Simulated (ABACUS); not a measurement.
**Energy of TaAs along an even scaling of the cell**

System: TaAs (I4₁md, 4 atoms in the cell).
Method: Kohn-Sham DFT of a periodic cell, PBE, PseudoDojo NC SR 0.4.1 PBE standard, no spin polarisation (ABACUS 3.10.1).

The 7 runs differ only in the geometry, by an even scaling of the cell at fixed fractional positions. The structure derives from a Materials Project entry.

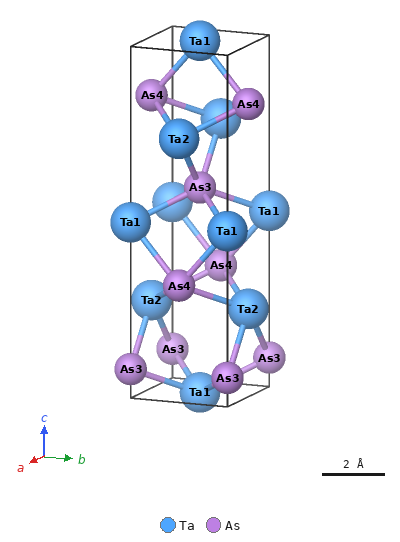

Figure 1. The structure of run 4 (ball-and-stick view of the cell 2 times as large as that of the calculation, set on its symmetry axes, seen slightly off an axis; atoms are numbered from 1 in the order of the input).

## Input of run 4
```
INPUT_PARAMETERS
suffix              TaAs
calculation         scf
basis_type          pw
pseudo_dir          ./
symmetry            1
dft_functional      pbe
ecutwfc             84
pseudo_rcut         10
nspin               1
nbands              34
ks_solver           dav
smearing_method     fd
smearing_sigma      0.00367493
scf_thr             1e-08
scf_nmax            100
mixing_type         broyden
mixing_beta         0.7
cal_force           1
cal_stress          1
kpar                4
```

## File STRU of run 4
```
ATOMIC_SPECIES
Ta 180.9479 Ta.upf
As 74.9216 As.upf

LATTICE_CONSTANT
1.8897261246

LATTICE_VECTORS
-1.7218133622 1.7218133622 5.8679415361
1.7218133622 -1.7218133622 5.8679415361
1.7218133622 1.7218133622 -5.8679415361

ATOMIC_POSITIONS
Direct

Ta
0.0
2
0.4999673000 0.4999673000 0.0000000000 1 1 1
0.2499673000 0.7499673000 0.5000000000 1 1 1

As
0.0
2
0.0826321200 0.0826321200 0.0000000000 1 1 1
0.8326321200 0.3326321200 0.5000000000 1 1 1
```

## File KPT of run 4
```
K_POINTS
0
Gamma
11 11 11 0 0 0
```

Command:
```bash
OMP_NUM_THREADS=1 mpirun -np 4 abacus > log
```

Lattice vectors (Å) and fractional positions of run 4:
```
  -1.721813    1.721813    5.867942
   1.721813   -1.721813    5.867942
   1.721813    1.721813   -5.867942
Ta  0.499967  0.499967 -0.000000
Ta  0.249967  0.749967  0.500000
As  0.082632  0.082632  0.000000
As  0.832632  0.332632  0.500000
```

Run 6 differs from it as follows:
```diff
--1.7218133622 1.7218133622 5.8679415361
-1.7218133622 -1.7218133622 5.8679415361
-1.7218133622 1.7218133622 -5.8679415361
+-1.7444713995 1.7444713995 5.9451601484
+1.7444713995 -1.7444713995 5.9451601484
+1.7444713995 1.7444713995 -5.9451601484
```

## Results, with one run withheld

| run | volume per atom (Å³) | free energy per atom, from the lowest run given (meV) | pressure (GPa) |
| --- | --- | --- | --- |
| 1 | 16.353 | 57.35 | 15.58 |
| 2 | 16.700 | 28.87 | 10.67 |
| 3 | 17.048 | 10.49 | 6.26 |
| 4 | 17.396 | 1.17 | 2.34 |
| 5 | 17.744 | 0.00 | −1.22 |
| 6 | 18.092 | ? | ? |
| 7 | 18.440 | 18.88 | −7.28 |

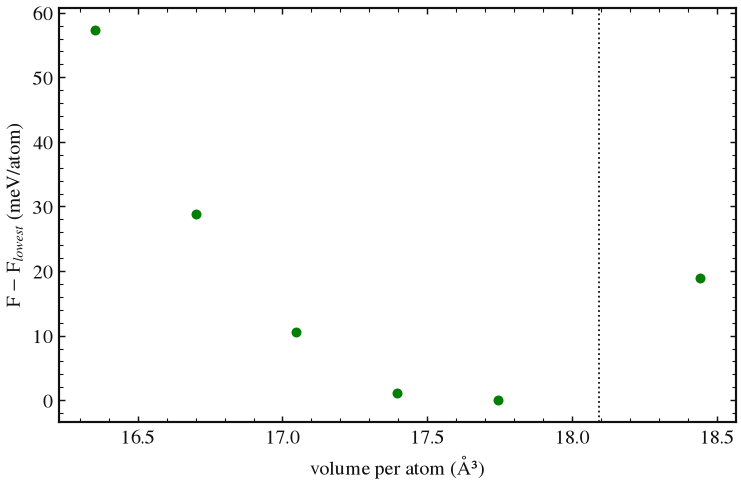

Figure 2. Free energy per atom of the runs given; the dotted line marks run 6.

Estimate the energy of run 6 from the others.

A cubic polynomial in V^(−2/3) (the Birch–Murnaghan form), fitted to the 6 runs given, misses them by at most 0.02 meV per atom. With x = V^(−2/3) − 0.14974 Å⁻², it reads F = 3.8301 + 4165.6 x + 1.0148e+06 x² + 1.7254e+06 x³ (meV per atom). At run 6 it gives 6.16 meV per atom, and the run itself gives 6.15. The slope of the fit gives a pressure −dF/dV of −4.40 GPa there, and the run prints −4.41 GPa. The fit has its minimum at 17.621 Å³ per atom, where V d²F/dV² gives 177 GPa. Cell shape and fractional positions are held, so this is the stiffness under even scaling; the relaxed bulk modulus wasn't computed.

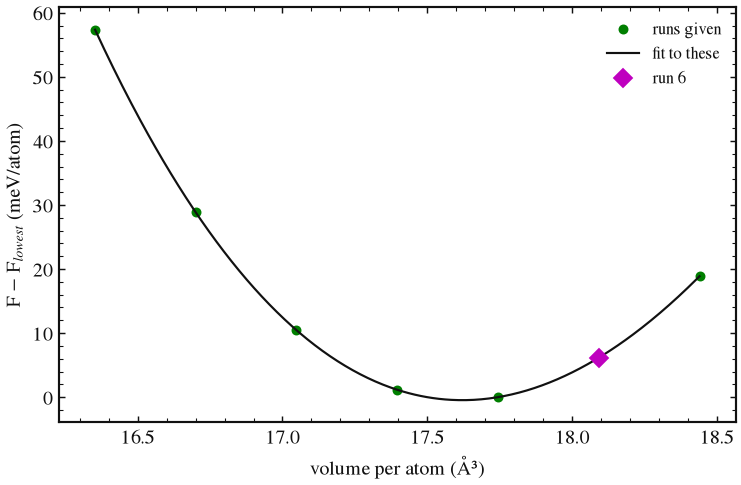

Figure 3. The fit and the withheld run.

## Some lines of the output (run 6)
```
[...]
                             Volume (A^3) = 72.3687
 E_Fermi        1.2301248638         16.7367073991
 E_Fermi        1.1915952460         16.2124850555
 E_Fermi        1.2062526372         16.4119090929
 E_Fermi        1.2035689596         16.3753957865
 E_Fermi        1.2035000914         16.3744587861
 E_Fermi        1.2036924289         16.3770756729
 E_Fermi        1.2036387570         16.3763454291
 E_KS(sigma->0) -684.8390056513      -9317.7126895121
 E_Fermi        1.2036312435         16.3762432022
 final etot is -9317.7151171 eV
 EFERMI = 16.376243202 eV
 TOTAL-PRESSURE: -44.105073 KBAR
 !FINAL_ETOT_IS -9317.7151170820998232 eV
```

Notes: Spin–orbit coupling is left out, which matters for Ta.
